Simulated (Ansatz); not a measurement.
# How high a cutoff does the level of V_Mg in KMgF3 (Pm-3m) need?

Question: how much does the plane-wave cutoff change the (−1/−2) level of V_Mg in KMgF3 (Pm-3m), and what does each choice cost? Model: a cell of 40 host atoms with 1 Mg taken out.

Calculated with Ansatz 0.2.0; plane-wave PAW DFT; relaxations with PBE, then single points with PBE, on supercells at fixed charge in a uniform background.

## 1. Set-up

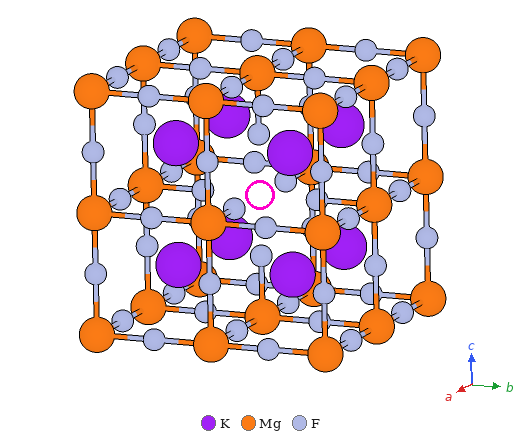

The cell as given, slightly off an axis (potassium purple, magnesium orange, fluorine light blue). A ring marks the centre wherever it is empty. Some periodic images of atoms are drawn too.

The cell holds 39 atoms: 8 K, 7 Mg and 24 F. Its edges and angles: a = 8.108 Å, b = 8.108 Å, c = 8.108 Å, α = 90.0°, β = 90.0°, γ = 90.0°. It derives from KMgF3 (space group Pm-3m). Nearest the centre at fractional (0.500, 0.500, 0.500): F37 at 2.03 Å, F38 at 2.03 Å, F20 at 2.03 Å, F34 at 2.03 Å, F28 at 2.03 Å, F39 at 2.03 Å, K36 at 3.51 Å, K11 at 3.51 Å. The cell carries charge −2.

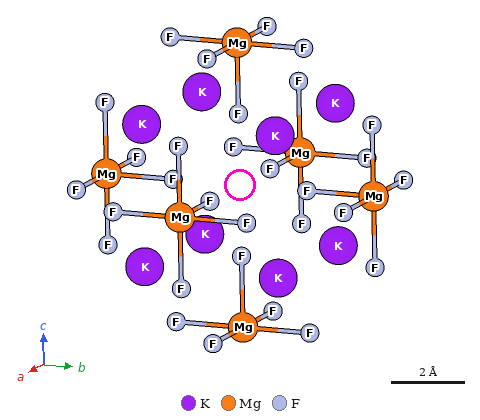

The atoms within 5 Å of the centre. A ring marks the centre wherever it is empty.

As a file:

```xyz
39
Lattice="8.1077 0.0000 0.0000 0.0000 8.1077 0.0000 0.0000 0.0000 8.1077" Properties=species:S:1:pos:R:3 pbc="T T T"
K     2.0269    2.0269    2.0269
Mg    0.0000    0.0000    0.0000
F     0.0000    2.0269    0.0000
F     0.0000    0.0000    2.0269
F     2.0269    0.0000    0.0000
K     2.0269    2.0269    6.0808
Mg    0.0000    0.0000    4.0539
F     0.0000    2.0269    4.0539
F     0.0000    0.0000    6.0808
F     2.0269    0.0000    4.0539
K     2.0269    6.0808    2.0269
Mg    0.0000    4.0539    0.0000
F     0.0000    6.0808    0.0000
F     0.0000    4.0539    2.0269
F     2.0269    4.0539    0.0000
K     2.0269    6.0808    6.0808
Mg    0.0000    4.0539    4.0539
F     0.0000    6.0808    4.0539
F     0.0000    4.0539    6.0808
F     2.0269    4.0539    4.0539
K     6.0808    2.0269    2.0269
Mg    4.0539    0.0000    0.0000
F     4.0539    2.0269    0.0000
F     4.0539    0.0000    2.0269
F     6.0808    0.0000    0.0000
K     6.0808    2.0269    6.0808
Mg    4.0539    0.0000    4.0539
F     4.0539    2.0269    4.0539
F     4.0539    0.0000    6.0808
F     6.0808    0.0000    4.0539
K     6.0808    6.0808    2.0269
Mg    4.0539    4.0539    0.0000
F     4.0539    6.0808    0.0000
F     4.0539    4.0539    2.0269
F     6.0808    4.0539    0.0000
K     6.0808    6.0808    6.0808
F     4.0539    6.0808    4.0539
F     4.0539    4.0539    6.0808
F     6.0808    4.0539    4.0539
```

Known beforehand: the electronic dielectric constant, 2.10, and the static one, 8.18, computed on the host (DFPT, PBEsol).

The cell's shortest repeat is 8.1 Å.

## 2. Relaxing both charge states, PBE

The study needs fixed structures, so each charge is relaxed once, at the zone centre alone, from small random displacements that break the symmetry of the site.

qm2.relax/input.yaml

```yaml
crystal:
  lattice:
    - [4.05385588, 0.0, 0.0]
    - [0.0, 4.05385588, 0.0]
    - [0.0, 0.0, 4.05385588]
  atoms:
    - { symbol: K, position: [0.5, 0.5, 0.5] }
    - { symbol: Mg, position: [0.0, 0.0, 0.0] }
    - { symbol: F, position: [0.0, 0.5, 0.0] }
    - { symbol: F, position: [0.0, 0.0, 0.5] }
    - { symbol: F, position: [0.5, 0.0, 0.0] }
  supercell: [2, 2, 2]
  defects: [{ vacancy: 36 }]
total_charge: -2
basis:
  ecutwfc: 420
  xc_grid: 2
hamiltonian:
  xc: pbe
kpoints:
  mp_grid: { grid: [1, 1, 1] }
scf:
  occupations: { method: fixed }
  max_iter: 60
output:
  forces: true
  charged_corrections:
    epsilon: 2.1
    static_epsilon: 8.18
    defect_position: [0.5, 0.5, 0.5]
relax:
  f_tol: 0.02
  max_steps: 60
  random_displacement: { amplitude: 0.05, seed: 7798 }
checkpoint:
  write: "../qm2.relax.run"
  compress: false
  write_wavefunctions: true
  write_every: 100000
```

Launch:

```sh
> ansatz run input.yaml --threads 4 --pin off --max-ram 9420MiB --backend cpu --events-out ev --progress --plain --runs-dir out
```

Numbers of over 12 decimals in the logs are rounded to 6 here.

The log of the run:

```text
[... repeated set-up lines and file paths are left out, and long positions are rounded to six places ...]
Engine: ansatz 0.2.0, aarch64-unknown-linux-gnu
Pseudopotentials: kind: paw
Pseudopotential: K, paw, valence charge 9, recommended cutoff 420 eV (normal), K.paw.azcp
Pseudopotential: Mg, paw, valence charge 10, recommended cutoff 420 eV (normal), Mg.paw.azcp
Pseudopotential: F, paw, valence charge 7, recommended cutoff 420 eV (normal), F.paw.azcp
Functional definition: PBE
  parameter kappa = 0.804
  parameter beta = 0.066725
  exchange = pbe_x(kappa = kappa, mu = beta*pi^2/3)
  correlation = pbe_c(beta = beta)
Crystal: 39 atoms, lattice volume = 532.960 Å³
Basis set: ecut = 420 eV, 10395 PW (Γ), exchange–correlation on 120×120×120 points (8 copies of the dense FFT grid, shifted against one another)
Bands: 195, of which v1, the nominal top of the filled ones, is band 156 counted from 1 (155 counted from 0)
Symmetry: 1 space group operations
k-points: 1
Non-local potential: K, projectors of the file, l = 0: 3, l = 1: 2, l = 2: 2
Non-local potential: Mg, projectors of the file, l = 0: 3, l = 1: 2, l = 2: 1
Non-local potential: F, projectors of the file, l = 0: 2, l = 1: 2, l = 2: 1
PAW form: soft (Blöchl's): semilocal exchange-correlation on the pseudo side does not see the compensation charge
PAW one-centre angular grid: K, 110 points (default); XC on 64 Gauss nodes
PAW one-centre angular grid: Mg, 110 points (default); XC on 64 Gauss nodes
PAW one-centre angular grid: F, 110 points (default); XC on 64 Gauss nodes
Initial density: superposition of atomic densities (neutral atoms scaled as one to the charged cell's electrons: chi_scale 0, normalization atom), corrected by the library's trained network
Initial wavefunctions: pseudopotential atomic-orbital guess
Functional: x = pbe(κ = 0.804, μ = 0.219515), c = pbe(β = 0.066725)
SCF iter   1: F=—  HF=-45215.835201 eV  |F-HF|=—  |Δ(HF+E_count)|=         —  Δρ=1.86e-2  dr2=2.02e0  ethr=1.77e-3  ⟨swp⟩=5.0  Hψ=634  notcnv=0  defer=33
preconditioner: auto → Resta (q_TF=auto, 2.495 Å⁻¹)  ε∞=3.0  [insulator: Δε(μ)=5.914 eV  Ē_g=17.806 eV  n_scr=146 (ndim 8)  ℏωp=24.9 eV  f_vac=0.051  ε∞_Penn≈3.0]
SCF iter   2: F=—  HF=-45215.197090 eV  |F-HF|=—  |Δ(HF+E_count)|=   6.38e-1  Δρ=6.79e-3  dr2=3.88e-1  ethr=6.48e-4  ⟨swp⟩=2.0  Hψ=285  notcnv=0  defer=33
SCF iter   3: F=—  HF=-45215.061018 eV  |F-HF|=—  |Δ(HF+E_count)|=   1.36e-1  Δρ=2.63e-3  dr2=1.10e-1  ethr=1.24e-4  ⟨swp⟩=2.0  Hψ=284  notcnv=0  defer=36
SCF iter   4: F=—  HF=-45215.014635 eV  |F-HF|=—  |Δ(HF+E_count)|=   4.64e-2  Δρ=1.14e-3  dr2=6.43e-3  ethr=3.53e-5  ⟨swp⟩=3.0  Hψ=358  notcnv=0  defer=37
SCF iter   5: F=—  HF=-45215.018304 eV  |F-HF|=—  |Δ(HF+E_count)|=   3.67e-3  Δρ=7.42e-4  dr2=1.53e-3  ethr=2.06e-6  ⟨swp⟩=2.0  Hψ=312  notcnv=0  defer=37
SCF iter   6: F=—  HF=-45215.018114 eV  |F-HF|=—  |Δ(HF+E_count)|=   1.90e-4  Δρ=1.77e-4  dr2=1.33e-4  ethr=4.90e-7  ⟨swp⟩=2.0  Hψ=282  notcnv=0  defer=37
SCF iter   7: F=-45215.018185 eV  HF=-45215.018180 eV  |F-HF|=4.56e-6  |Δ(HF+E_count)|=   6.63e-5  Δρ=3.33e-5  dr2=5.44e-6  ethr=3.21e-9  ⟨swp⟩=3.0  Hψ=769  notcnv=0
SCF 1 converged in 7 iterations: F = -45215.018185 eV  dr2 = 5.44e-6
[...]
relax step   1: F+E_penalty+E_count = -45215.01818471 eV  Δ(F+E_penalty+E_count) = +0.000e0 eV  max|allowed force component| = 2.131e0 eV/Å  Δτ_max = 0.0000 Å  (7 SCF iters, dr2 threshold 1.00e-5 eV, accepted)
[...]
relax step   2: F+E_penalty+E_count = -45216.90999404 eV  Δ(F+E_penalty+E_count) = -1.892e0 eV  max|allowed force component| = 1.081e0 eV/Å  Δτ_max = 0.1950 Å  (7 SCF iters, dr2 threshold 1.00e-4 eV, accepted)
[...]
relax step   4: F+E_penalty+E_count = -45217.34322162 eV  Δ(F+E_penalty+E_count) = -1.927e-1 eV  max|allowed force component| = 1.497e-2 eV/Å  Δτ_max = 0.1536 Å  (6 SCF iters, dr2 threshold 2.97e-5 eV, accepted)
[...]
E_aug_tail   = 0.050251  (compensation charges beyond the density's cutoff)
  E_ewald      = -20175.319828
  E_smearing   = -0.000000  (= −TS)
  E_closure    = 0.000000  (closes the sum)
  E_deformation_potential = -26.496785  (in the stress; not in F)
  Σ components = -45217.343224   (vs F -45217.343224, Δ=0.00e0)
--- Forces (eV/Å), atoms counted from 1 ---
  atom   1  K     -0.00024141    -0.00405266    -0.00742505
  atom   2  Mg     0.00013175    -0.00067176     0.00393045
  atom   3  F      0.00544844    -0.00195446     0.00522582
  atom   4  F      0.00161982    -0.00134158    -0.00253229
  atom   5  F     -0.00267753     0.00130642     0.00176597
  atom   6  K     -0.00551047     0.00459438    -0.00075866
  atom   7  Mg     0.00413843     0.00164537     0.00080448
  atom   8  F      0.00125112    -0.00158167     0.00077538
  atom   9  F      0.00044011    -0.00156630     0.00569417
  atom  10  F      0.00038944    -0.00047657     0.00275748
  atom  11  K     -0.00264370    -0.00158870    -0.00575132
  atom  12  Mg    -0.00174152    -0.00275488     0.00052068
  atom  13  F      0.00081460     0.00857424    -0.00126332
  atom  14  F      0.00103121     0.00010823     0.00396844
[...]
atom  35  F      0.00382822    -0.00100066     0.00371651
  atom  36  K     -0.00949206     0.00616725    -0.00386417
  atom  37  F      0.00063230     0.01029499    -0.00150627
  atom  38  F      0.00492493     0.00097531     0.01493498
  atom  39  F      0.01203107     0.00541676     0.00590884
  max |Σ_I F_I| component: 2.29e-4 eV/Å
--- Charged-cell corrections in eV (Makov–Payne, q = -2.000 e, ε = 8.180) ---
  F (periodic)     = -45217.343224  (uncorrected; the corrections below are reported, never added to it)
  E_corr1          = +1.232069  (monopole, q²α_M/2εL)
  F Makov-Payne    = -45216.111155  (F + E_corr1; no measured alignment; for a localised charge, not one spread in a band: unchecked)
  no potential alignment in this run, which stands beside a crystal: run the host's input off ansatz write-host-input, and read the two finished runs by ansatz place-levels (neither reads a slab, a wire or a sheet, whose cell leaves a vacuum)
--- Band table (eV) ---
  k-point 0: bands = ["-69.1878", "-69.1693", "-69.1683", "-69.1677", [... 187 left out ...] "14.6297", "14.6305", "14.6317", "14.6840"]
--- Relaxed structure (5 steps of the walk, 5 accepted, 0 SCFs on fresh bases) ---
  F+E_penalty+E_count = -45217.34322424 eV   max|allowed force component| = 1.494e-2 eV/Å
  atoms:
    - { symbol: K, position: [0.268688, 0.268414, 0.269585] }
    - { symbol: Mg, position: [0.000193, 1.0713035607647646e-5, 0.000634] }
    - { symbol: F, position: [-0.001725, 0.250095, -0.000663] }
    - { symbol: F, position: [-0.000836, 0.001229, 0.250746] }
    - { symbol: F, position: [0.250255, 0.001489, 0.001567] }
    - { symbol: K, position: [0.268565, 0.267816, 0.733015] }
    - { symbol: Mg, position: [0.000271, 8.900210609933957e-5, 0.500671] }
    - { symbol: F, position: [0.000702, 0.246767, 0.501554] }
    - { symbol: F, position: [0.001171, -0.001032, 0.750524] }
    - { symbol: F, position: [0.246954, -1.5082780905066943e-5, 0.499855] }
    - { symbol: K, position: [0.268609, 0.732047, 0.269378] }
    - { symbol: Mg, position: [0.000314, 0.500035, 0.000794] }
    - { symbol: F, position: [0.001738, 0.749841, 0.001712] }
    - { symbol: F, position: [0.000656, 0.499070, 0.247359] }
    - { symbol: F, position: [0.246932, 0.498667, 0.000820] }
    - { symbol: K, position: [0.268546, 0.732384, 0.733739] }
    - { symbol: Mg, position: [0.000344, 0.500129, 0.500773] }
    - { symbol: F, position: [-0.000125, 0.753432, 0.499593] }
    - { symbol: F, position: [-0.000206, 0.500894, 0.754176] }
    - { symbol: F, position: [0.232371, 0.500674, 0.501550] }
    - { symbol: K, position: [0.732853, 0.268000, 0.268896] }
    - { symbol: Mg, position: [0.500191, 4.171255976743668e-5, 0.000960] }
    - { symbol: F, position: [0.501578, 0.246643, 0.000913] }
    - { symbol: F, position: [0.500947, -7.717608197498299e-5, 0.247570] }
[...]
- { symbol: K, position: [0.732472, 0.268493, 0.733322] }
    - { symbol: Mg, position: [0.500464, 0.000145, 0.500998] }
[...]
- { symbol: K, position: [0.732290, 0.732412, 0.269133] }
    - { symbol: Mg, position: [0.500336, 0.499996, 0.000911] }
[...]
- { symbol: F, position: [0.500487, 0.499975, 0.232974] }
    - { symbol: F, position: [0.753590, 0.501460, 0.000852] }
    - { symbol: K, position: [0.732833, 0.731893, 0.733154] }
    - { symbol: F, position: [0.500597, 0.768115, 0.501296] }
    - { symbol: F, position: [0.500237, 0.500006, 0.768847] }
    - { symbol: F, position: [0.768306, 0.499715, 0.500415] }
[key lines of the parts left out:]
SCF converged after 4 iterations
Free energy (F): -45217.343224 eV
Fermi energy:    2.362305 eV
```

Elapsed: 11 s, on 4 threads of Arm Neoverse V1, shared host; peak memory 0.67 GiB; 39 s of CPU time.

The steps of the relaxation:

```tsv
step	energy less that of the first step (eV)	largest force component (eV/Å)
1	0.0000	2.1309
2	-1.8918	1.0809
3	-2.1324	0.4316
4	-2.3250	0.0150
5	-2.3250	0.0149
```

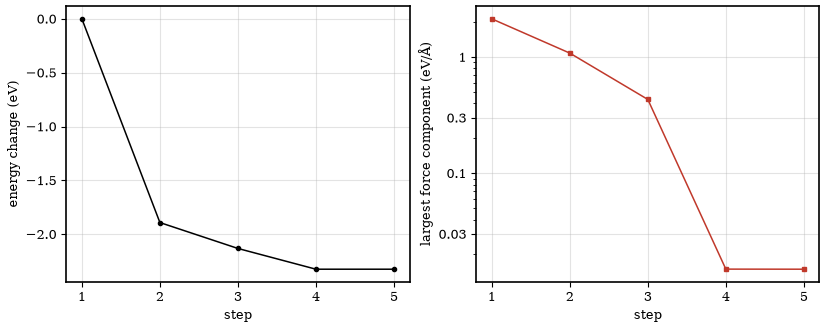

Energy and largest force along the relaxation.

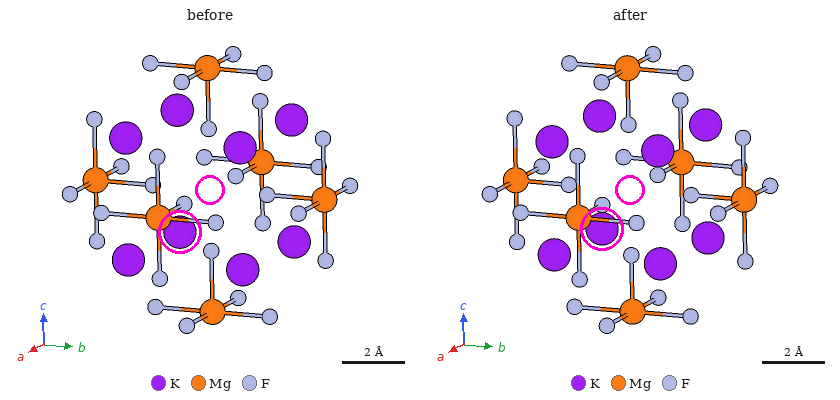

Before and after: the atoms that start within 5 Å of the centre. K1, which moves most, is ringed if it is among them. A ring with no atom in it marks the empty centre.

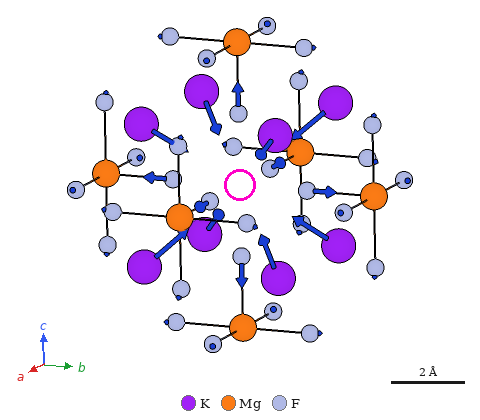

Displacements in the relaxation from the typed sites near the centre, exaggerated, the mean shift taken out; the longest in the cell stands for 0.26 Å. A ring marks the centre wherever it is empty.

The atoms that moved most (Å, from the sites as typed, ahead of the random displacement, the mean shift of all atoms taken out):

```tsv
atom	dx	dy	dz	length
K1	0.149	0.149	0.152	0.259
K11	0.148	-0.146	0.150	0.257
K31	-0.146	-0.143	0.148	0.253
K6	0.148	0.144	-0.145	0.252
K26	-0.145	0.149	-0.142	0.252
K36	-0.142	-0.147	-0.144	0.250
K21	-0.142	0.145	0.146	0.250
K16	0.148	-0.143	-0.139	0.248
```

The relaxed structure:

```xyz
39
Lattice="8.1077 0.0000 0.0000 0.0000 8.1077 0.0000 0.0000 0.0000 8.1077" Properties=species:S:1:pos:R:3 pbc="T T T"
K     2.1784    2.1762    2.1857
Mg    0.0016    0.0001    0.0051
F    -0.0140    2.0277   -0.0054
F    -0.0068    0.0100    2.0330
F     2.0290    0.0121    0.0127
K     2.1774    2.1714    5.9431
Mg    0.0022    0.0007    4.0593
F     0.0057    2.0007    4.0665
F     0.0095   -0.0084    6.0850
F     2.0022   -0.0001    4.0527
K     2.1778    5.9352    2.1840
Mg    0.0025    4.0541    0.0064
F     0.0141    6.0795    0.0139
F     0.0053    4.0463    2.0055
F     2.0021    4.0430    0.0066
K     2.1773    5.9380    5.9489
Mg    0.0028    4.0549    4.0601
F    -0.0010    6.1086    4.0506
F    -0.0017    4.0611    6.1146
F     1.8840    4.0593    4.0664
K     5.9418    2.1729    2.1801
Mg    4.0554    0.0003    0.0078
F     4.0667    1.9997    0.0074
F     4.0615   -0.0006    2.0072
F     6.0813   -0.0152   -0.0023
K     5.9387    2.1769    5.9456
Mg    4.0576    0.0012    4.0619
F     4.0585    1.8825    4.0606
F     4.0474    0.0023    6.1155
F     6.1109    0.0029    4.0667
K     5.9372    5.9382    2.1821
Mg    4.0566    4.0538    0.0074
F     4.0434    6.1081    0.0073
F     4.0578    4.0537    1.8889
F     6.1099    4.0657    0.0069
K     5.9416    5.9340    5.9442
F     4.0587    6.2277    4.0644
F     4.0558    4.0539    6.2336
F     6.2292    4.0515    4.0572
```

Neighbours of the ideal centre at the end:

```tsv
atom	distance (Å)
F34	2.165
F20	2.170
F28	2.171
F37	2.174
F39	2.175
F38	2.180
K1	3.245
K11	3.249
K31	3.256
K21	3.258
K6	3.261
K26	3.264
K16	3.265
K36	3.267
```

```tsv
charge	moment set (μB)	steps	largest displacement (Å)	time
−2	0	5	0.26	11 s
−1	1	6	0.21	58 s
```

The relaxation ends 60 meV an atom lower than the displaced start, with a largest force component of 0.015 eV/Å.

(Continued in part 2 of 2.)

[Logs are printed without paths, hosts, clocks, repeated set-up lines and the standing remarks that a program may print on its own settings, such as how far it seeks lower states.]

[Hosts, paths, dates, database ids (printed as entryN), source tags and the programs' standing remarks are cut or masked in the printed files.]

[Where a table of states has a column of steps, it counts the stored structures, which are thinned; the runs took as many ionic steps or more.]

[For some hosts the program warned that the k-mesh of the response run may be too coarse for force constants and the static dielectric constant; such warnings are not shown here.]
